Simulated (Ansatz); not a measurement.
# P: what the fields show

```xyz
1
Lattice="2.4196 0.0000 0.0000 0.0000 2.4196 0.0000 0.0000 0.0000 2.4196" Properties=species:S:1:pos:R:3 pbc="T T T"
P     0.0000    0.0000    0.0000
```

Space group Pm-3m; computed without spin polarisation.

Method: DFT PBEsol, scalar-relativistic, plane waves, PAW (Ansatz 0.2.0).

The density is the valence pseudo-density of a PAW calculation; it isn't the true density close to the nuclei.

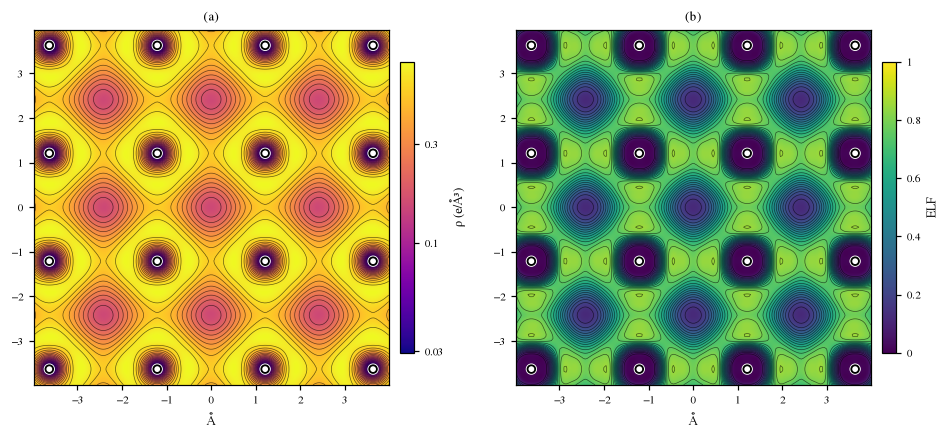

Figure 1. (a) valence charge density (pseudo); (b) electron localisation function on the (001) plane of the conventional cell. Circles mark the nuclei in the plane (P).

> What does the map show?

- The section cuts through P sites.
- P–P (2.42 Å): the density is about 0.54 e/Å³ at the midpoint; the ELF peaks at about 0.85 between the atoms.
- Between the atoms the lowest density in this plane is 0.15 e/Å³.

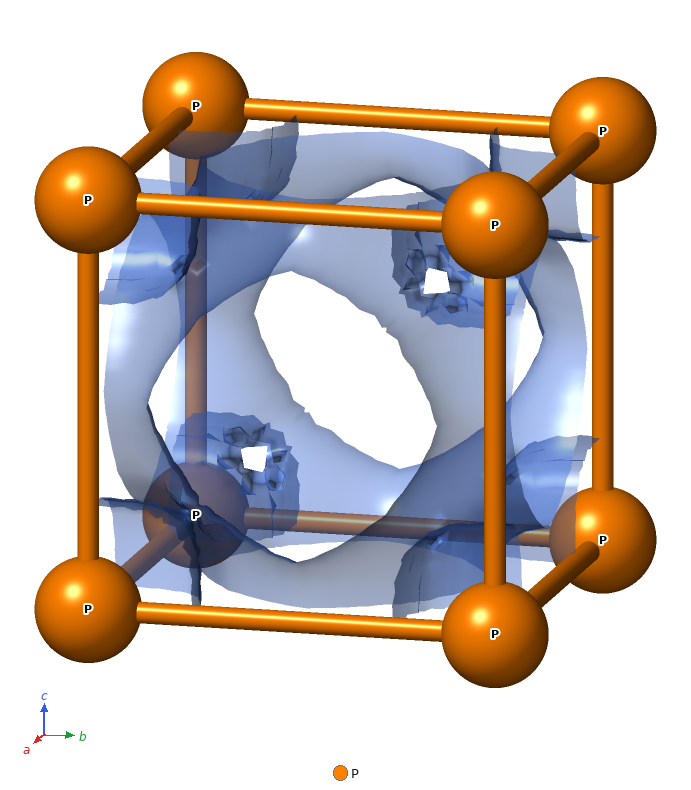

Figure 2. Isosurface of the electron localisation function at 0.7 (blue), seen slightly off an axis. Only the valence region is drawn (cores and ρ < 0.01 e/Å³ removed). Sticks mark near contacts.

> What do the ELF domains correspond to?

At this value the surface marks out one network that runs through the whole crystal, counted in one cell of 1 atoms. Regions shared between cells count once. There are no localised bonds or lone pairs at this value.

> Metal or insulator at this level of theory?

It is metallic or semimetallic at this level of theory: no gap opens.
